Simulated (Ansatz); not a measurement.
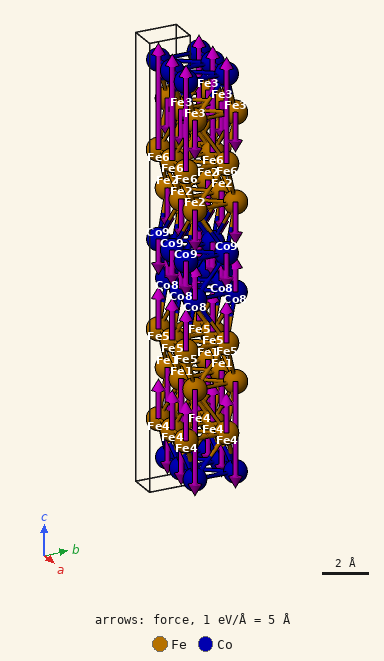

Starting geometry of solid Fe$_{3}$Co$_{2}$ (a generated structure, set up in P6_3/mmc) (coarse preliminary run) with the computed forces as purple arrows. Style: ball-and-stick. Shown: the cell of the calculation, repeated 3 × 2 × 1 with one cell outlined, slightly off an axis.

Computed with Ansatz, DFT PBE, scalar-relativistic, plane waves, PAW.

Input file:
```yaml
crystal:
  lattice:
    - [2.49991072, 0.0, 0.0]
    - [-1.24995536, 2.16498619, 0.0]
    - [0.0, 0.0, 20.29303079]
  atoms:
    - { symbol: Fe, position: [0.33333333, 0.66666667, 0.25], spin: 4.0 }
    - { symbol: Fe, position: [0.33333333, 0.66666667, 0.65], spin: 4.0 }
    - { symbol: Fe, position: [0.33333333, 0.66666667, 0.85], spin: -4.0 }
    - { symbol: Fe, position: [0.66666667, 0.33333333, 0.15], spin: -4.0 }
    - { symbol: Fe, position: [0.66666667, 0.33333333, 0.35], spin: 4.0 }
    - { symbol: Fe, position: [0.66666667, 0.33333333, 0.75], spin: 4.0 }
    - { symbol: Co, position: [0.33333333, 0.66666667, 0.05], spin: -3.0 }
    - { symbol: Co, position: [0.33333333, 0.66666667, 0.45], spin: 3.0 }
    - { symbol: Co, position: [0.66666667, 0.33333333, 0.55], spin: 3.0 }
    - { symbol: Co, position: [0.66666667, 0.33333333, 0.95], spin: -3.0 }
basis:
  ecutwfc: 420
kpoints:
  mp_grid: { grid: [6, 6, 1] }
hamiltonian:
  xc: pbe
scf:
  occupations: { method: gaussian, width: 0.1 }
  lower_state_search: "off"
output:
  forces: true
  stress: true
  eigenvalues: true
  populations: true
magnetization:
  spin_polarized: true
relax:
  adjacent_minimum: "off"
  f_tol: 0.04
  max_steps: 70
  cell: { stress_tol: 0.4 }
```

Run as
```bash
ansatz run input.yaml --threads 1 --pin off --max-ram 2560MiB --backend cpu --events-out ev --progress --plain --runs-dir out
```

What follows when this structure is relaxed?

It isn't relaxed: the largest force vector, on Fe atoms, is 0.97 eV/Å. The final displacements follow the starting forces only in part (cosine between the two patterns 0.65). Over 3 accepted moves (4 points after the start) the energy falls by 16.2 meV per atom. The largest force component goes from 0.97 to 0.029 eV/Å. The pressure goes from 0.49 to 0.02 GPa. At 1 point the geometry stayed and the basis and grid were re-selected for the new cell (energy shift of 0.1 meV per atom at most each time). The largest moves relative to the cell, 0.13 Å, are those of Fe1 and Fe6. Fe1 goes along −c. By element the largest moves are Fe 0.13 Å, Co 0.03 Å. The volume changes by +0.4 %, with a = b 2.500 → 2.480 Å (−0.8 %), c 20.293 → 20.698 Å (+2.0 %). Among the contacts that change: Fe1–Fe5 2.490 → 2.600 Å, Fe2–Co9 2.490 → 2.562 Å, Fe1–Fe4 2.490 → 2.450 Å, Co10–Co10 2.500 → 2.480 Å. The space group (tolerance 0.01 Å) goes from P6_3/mmc (No. 194) to P-3m1 (No. 164). Cost: 51 s on 1 thread of Intel(R) Xeon(R) 6975P-C (Granite Rapids) (shared host), peak memory 0.63 GiB.

Limits of the set-up: the k-point mesh is coarse for a cell with partly filled bands.
